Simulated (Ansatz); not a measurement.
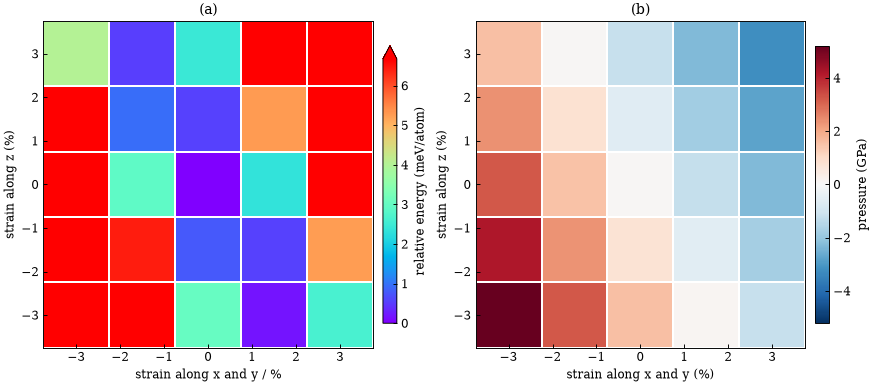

Ga₃Se (Pm-3m, No. 221; 4 atoms in the cell). 
- The cell is strained homogeneously, by one strain along x and y and another along z, with fractional coordinates fixed (x, y and z along the cube axes).
- Coordinates scanned: (1) strain along x and y; (2) strain along z.
- The scan uses a 5 × 5 grid.
- Points are written as (first, second).
- Energies are in meV/atom, from the lowest grid point.
- Theory: DFT PBE+D3(BJ), scalar-relativistic, plane waves, PAW in Ansatz. Settings: cutoff 420 eV, k-mesh 12×12×12, gaussian smearing 0.15 eV, no spin polarisation.

Panel (a) is the energy and panel (b) the computed pressure on the same grid.

Drawn: one coloured cell a grid point, one colour for all values above the top of the scale.

> How does the pressure vary over the map, and what is it at the lowest grid point?

It runs from −3.3 GPa at (3.0 %, 3.0 %) to 5.2 GPa at (−3.0 %, −3.0 %). At the lowest grid point, (0.0 %, 0.0 %), it is 0.0 GPa.
